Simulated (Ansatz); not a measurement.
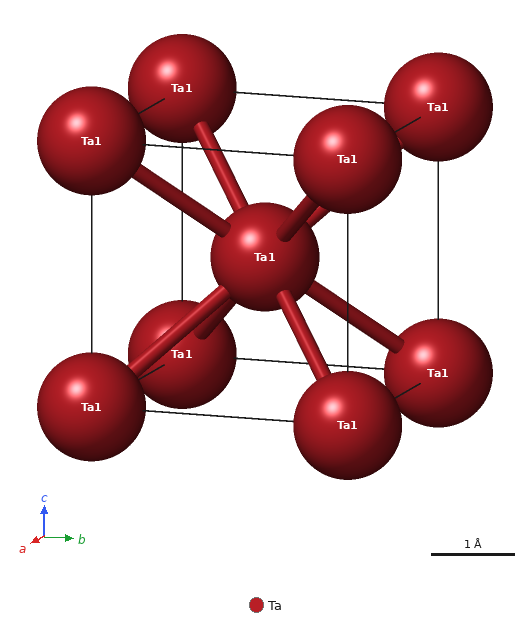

**Figure 1.** The structure (ball-and-stick view of the cell 2 times as large as that of the calculation, set on its symmetry axes, seen slightly off an axis; atoms are numbered from 1 in the order of the input). An atom can appear more than once, as a periodic image. Near neighbours in the periodic cell (some may lie outside the picture): Ta has 8 Ta at 2.86 Å.

# Run report: Ta, single-point calculation

The run: single-point calculation of Ta (Im-3m, 1 atom in the cell). Method and program: DFT r2SCAN, scalar-relativistic, plane waves, PAW, no spin polarisation (Ansatz 0.2.0).

The structure derives from an entry of the Crystallography Open Database. Figures and captions count atoms from 1; the log counts them from 0 in places.

Log
```
Engine: ansatz 0.2.0, x86_64-unknown-linux-gnu
Pseudopotentials: kind: paw
Pseudopotential: Ta, paw, valence charge 13, recommended cutoff 500 eV (meta_gga), Ta.paw.azcp
Functional definition: r2SCAN
  parameter k0 = 0.174
  parameter k1 = 0.065
  parameter a1 = 4.9479
  exchange = r2scan_x(k0 = k0, k1 = k1, a1 = a1)
  correlation = r2scan_c
Crystal: 1 atoms, lattice volume = 18.010 Å³
Basis set: ecut = 500 eV, 459 PW (Γ), exchange–correlation on 96×96×96 points (64 copies of the dense FFT grid, shifted against one another)
Bands: 11, of which v1, the nominal top of the filled ones, is band 7 counted from 1 (6 counted from 0)
Symmetry: 48 space group operations
Space group: Im-3m (ITA 229), of the structure as read, at distance tolerance 2.6e-5 Å
k-points: 29 of 512
Non-local potential: Ta, projectors of the file, l = 0: 3, l = 1: 2, l = 2: 2, l = 3: 1
PAW form: soft (Blöchl's): semilocal exchange-correlation on the pseudo side does not see the compensation charge
PAW frozen core: Ta, regenerated for the run's functional (the file was generated under x = pbe(κ = 0.804, μ = 0.2195149727645171), c = pbe(β = 0.06672455060314922))
PAW one-centre angular grid: Ta, 590 points (default); XC on 160 Gauss nodes
Initial density: superposition of atomic densities (neutral atoms: chi_scale 0, normalization atom), corrected by the library's trained network
Initial wavefunctions: pseudopotential atomic-orbital guess
Functional: x = r2scan, c = r2scan; τ floored in thin density (d = 2e-4 eV/Å³)
SCF iter   1: F=—  HF=-9944.319388 eV  |F-HF|=—  |Δ(HF+E_count)|=         —  Δρ=6.54e-3  dr2=2.57e-3  dr2_τ=1.45e-2  ethr=1.77e-3  ⟨swp⟩=5.6  Hψ=1918  notcnv=0
preconditioner: auto → none  [insulator: Δε(μ)=0.139 eV  Ē_g=8.763 eV  σ=0.100 eV  W_gap=0.63  n_scr=0 (ndim 8)  ℏωp=19.6 eV  f_vac=0.000  D(μ)=0.86/eV (n_scr^D=12)  ε∞_Penn≈6.0]
SCF iter   2: F=—  HF=-9944.334046 eV  |F-HF|=—  |Δ(HF+E_count)|=   1.47e-2  Δρ=3.23e-3  dr2=4.24e-4  dr2_τ=2.02e-4  ethr=1.97e-5  ⟨swp⟩=3.0  Hψ=819  notcnv=0  defer=8
SCF iter   3: F=—  HF=-9944.334560 eV  |F-HF|=—  |Δ(HF+E_count)|=   5.13e-4  Δρ=8.47e-4  dr2=3.10e-5  dr2_τ=1.97e-5  ethr=3.26e-6  ⟨swp⟩=2.3  Hψ=404  notcnv=0  defer=8
SCF iter   4: F=—  HF=-9944.334598 eV  |F-HF|=—  |Δ(HF+E_count)|=   3.83e-5  Δρ=4.04e-5  dr2=2.67e-7  dr2_τ=1.82e-8  ethr=2.39e-7  ⟨swp⟩=3.0  Hψ=494  notcnv=0  defer=8
iter 5 did not close the SCF: its close was put off for the readings that it lacked (scf_convergence_deferred on its scf_iter line)
SCF iter   5: F=-9944.334598 eV  HF=-9944.334598 eV  |F-HF|=4.21e-9  |Δ(HF+E_count)|=   1.59e-8  Δρ=8.37e-6  dr2=5.47e-9  dr2_τ=2.37e-9  ethr=2.05e-9  ⟨swp⟩=2.1  Hψ=447  notcnv=0  defer=8
SCF iter   6: F=-9944.334598 eV  HF=-9944.334598 eV  |F-HF|=1.91e-10  |Δ(HF+E_count)|=   5.75e-9  Δρ=1.50e-6  dr2=2.76e-10  dr2_τ=2.56e-10  ethr=4.21e-11  ⟨swp⟩=3.4  Hψ=1161  notcnv=0
SCF 1 converged in 6 iterations: F = -9944.334598 eV  dr2 = 2.76e-10
  greatest PAW one-centre occupation: 0.998 electrons in one spin orbital (limit 2), on the Ta atom at site 0 (counted from 0), in its partial waves of l = 0
SCF converged after 6 iterations
Free energy (F): -9944.334598 eV
Harris-Foulkes:  -9944.334598 eV  (|F-HF|=1.91e-10)
Internal energy: -9944.329974 eV  (E = F + TS)
E sigma→0 (E₀):  -9944.332286 eV
Entropy (-TS):   -0.004624 eV (-4.624 meV/atom)
Fermi energy:    18.520718 eV
--- Per-component energies (eV) ---
  E_band       = -116.082642
  E_kinetic    = 366.984753
  E_local      = -548.214879  (includes V_loc(G=0)·N_el)
  E_nonlocal   = 15.259366
  E_hartree    = 190.648137
  E_xc         = -204.380902
  E_vxc        = -222.099441  (∫ρ·V_xc dr)
  E_paw        = -8423.058811  (= ΣΔE_a)
  E_vpaw       = -120.575422  (= ΣTr[D̂ρ^β])
  E_aug_tail   = 0.000085  (compensation charges beyond the density's cutoff)
  E_vtau       = 11.266230  (kinetic-family band-sum trace: ∫τ·v_τ [+ j·A + Jᵃ·Aᵃ] dr)
  E_ewald      = -1340.811443
  E_core_change = -0.756280  (= ΣΔE_core)
  E_smearing   = -0.004624  (= −TS)
  E_closure    = 0.000000  (closes the sum)
  Σ components = -9944.334598   (vs F -9944.334598, Δ=0.00e0)
--- Forces (eV/Å), atoms counted from 1 ---
  atom   1  Ta     0.00000000    -0.00000000    -0.00000000
  max |Σ_I F_I| component: 1.82e-32 eV/Å
--- Stress (GPa, compression-positive) ---
       -2.086435       0.000000       0.000000
        0.000000      -2.086435      -0.000000
        0.000000      -0.000000      -2.086435
  P = ⅓ Tr σ = -2.0864 GPa (-20.864 kbar)
--- Band table (eV; the first three rows and the last of 29) ---
  k-point 0: bands = ["-50.3695", "-15.6395", "-15.6395", "-15.6395", "10.1928", "19.3433", "19.3433", "19.3433", "22.8323", "22.8323", "33.7698"]
  k-point 1: bands = ["-50.3509", "-15.8348", "-15.6994", "-15.6406", "10.8953", "18.8964", "19.1421", "20.0449", "22.2587", "22.8395", "34.3215"]
  k-point 2: bands = ["-50.3060", "-16.2856", "-15.8411", "-15.6435", "12.5862", "17.9799", "18.4250", "22.0288", "22.1925", "23.0118", "34.0326"]
  k-point 28: bands = ["-50.1483", "-16.4972", "-16.4972", "-16.4972", "14.5502", "14.5502", "25.6248", "25.6248", "25.6248", "27.4647", "27.4647"]
```

The run was set up as follows.

The input
```yaml
crystal:
  lattice:
    - [-1.65128, -1.65128, -1.65128]
    - [1.65128, 1.65128, -1.65128]
    - [1.65128, -1.65128, 1.65128]
  atoms:
    - { symbol: Ta, position: [0.0, 0.0, 0.0] }
basis:
  ecutwfc: 500
kpoints:
  mp_grid: { grid: [8, 8, 8] }
hamiltonian:
  xc: r2scan
scf:
  occupations: { method: gaussian, width: 0.1 }
output:
  forces: true
  stress: true
  eigenvalues: true
```

Command:
```bash
ansatz run input.yaml --threads 2 --pin off --max-ram 5120MiB --backend cpu --events-out ev --progress --plain --runs-dir out
```

Results in brief

```tsv
quantity	value
outcome	converged
space group (tolerance 0.01 Å)	Im-3m (229)
electrons treated	13
free energy	−9944.3346 eV
Fermi energy	18.521 eV
gap on the k-point mesh	none (metallic)
pressure	−2.09 GPa
largest force (length of the vector)	under 0.001 eV/Å
hardware	2 threads of Intel Xeon (Granite Rapids), 32 GiB of memory available, shared host
wall time	0.69 s (CPU time 1.1 s)
peak memory	0.35 GiB
```

Spin–orbit coupling is left out, which matters for Ta.
